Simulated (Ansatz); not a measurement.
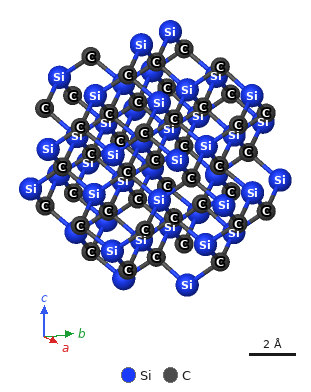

This is the input geometry for a relaxation of a defect cell of composition Si31C32 (cell charge −1). The picture is a ball-and-stick view of the atoms within 5.8 Å of the atom that moves most (axes of the cell of the calculation (origin shifted)), seen slightly off an axis.

Computed with DFT, PBEsol, PAW, plane waves in Ansatz 0.2.0.

Settings: plane-wave cutoff 420 eV; k-point mesh 1 × 1 × 1; collinear spin; atoms relaxed in a fixed cell; force threshold 0.03 eV/Å; at most 80 steps.

```
Si C
1.0
     8.71371    0.00000    0.00000
     0.00000    8.71371    0.00000
     0.00000    0.00000    8.71371
Si C
31 32
Cartesian
  8.6989 0.0257 0.0134
  0.0038 8.7001 4.4022
  8.6936 4.3657 8.7065
  0.0297 4.3629 4.3611
  4.3891 0.0132 0.0403
  4.3536 8.6859 4.3382
  4.3764 4.3256 8.6919
  2.1848 2.1923 0.0002
  2.1569 2.1645 4.3757
  2.1995 6.5289 0.0082
  2.1685 6.5488 4.3255
  6.5578 2.1788 8.6954
  6.5522 2.1828 4.3390
  6.5319 6.5313 8.6829
  6.5703 6.5431 4.3507
  2.1832 8.6719 2.2358
  2.1770 0.0081 6.5062
  2.1935 4.3751 2.1531
  2.1601 4.3335 6.5122
  6.5340 8.7007 2.2197
  6.5211 0.0293 6.5188
  6.5360 4.3485 2.1971
  6.5258 4.3904 6.5683
  0.0236 2.2089 2.1912
  0.0098 2.1955 6.5361
  8.6890 6.5434 2.2172
  0.0001 6.5259 6.5112
  4.3437 2.1918 2.1396
  4.3428 2.1967 6.5391
  4.3547 6.5137 2.1536
  4.3767 6.5226 6.5119
  1.0865 1.0732 1.0765
  1.0912 1.1005 5.4516
  1.0792 5.4457 1.0977
  1.0800 5.4364 5.4716
  5.4434 1.1230 1.0787
  5.4505 1.0750 5.4675
  5.4689 5.4524 1.1335
  5.4329 5.4189 5.4284
  3.2785 3.2973 1.0817
  3.2588 3.2470 5.4221
  3.2873 7.5974 1.1106
  3.2664 7.6145 5.4414
  7.6023 3.2445 1.1008
  7.6294 3.2620 5.4516
  7.6003 7.6295 1.1108
  7.6296 7.6016 5.4423
  3.2355 1.0620 3.2921
  3.2364 1.0933 7.6537
  3.2587 5.4252 3.3036
  3.3018 5.4643 7.6353
  7.6346 1.0915 3.2848
  7.6187 1.0594 7.6341
  7.6464 5.4464 3.2604
  7.6234 5.4708 7.6556
  1.0987 3.2586 3.2685
  1.1119 3.2672 7.6018
  1.1056 7.6408 3.2762
  1.0795 7.6245 7.6298
  5.4361 3.2750 3.2658
  5.4366 3.2775 7.6714
  5.5016 7.5938 3.2488
  5.4355 7.6186 7.6118
```

Q: Where does the relaxation end?

A: C41 moves most: 0.22 Å along [−2 −2 3]. Largest moves by element: C 0.22 Å, Si 0.07 Å. The cell stays as it was. Near-neighbour distances that change, for instance: Si15–C39 1.928 → 1.826 Å, Si7–C61 1.807 → 1.890 Å, Si28–C60 1.907 → 1.826 Å, Si19–C51 1.960 → 1.882 Å. Bond angles that change, for instance: Si18–C50–Si30 105.8° → 114.3°, C50–Si11–C58 112.3° → 104.2°, C39–Si31–C63 111.4° → 104.3°. Over 4 geometry steps the energy falls by 1.889 eV per cell of the calculation. The largest force component goes from 1.8 to 0.0044 eV/Å. The program noted that the starting moments weren't kept.

The end point in the same view:

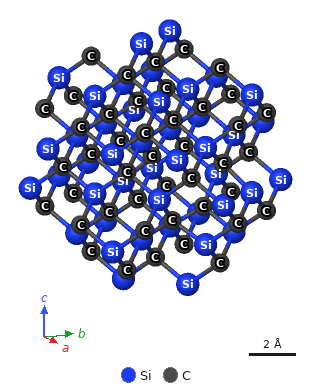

Limits of the set-up: the cell is charged, on a uniform background, and energies carry no finite-size correction.
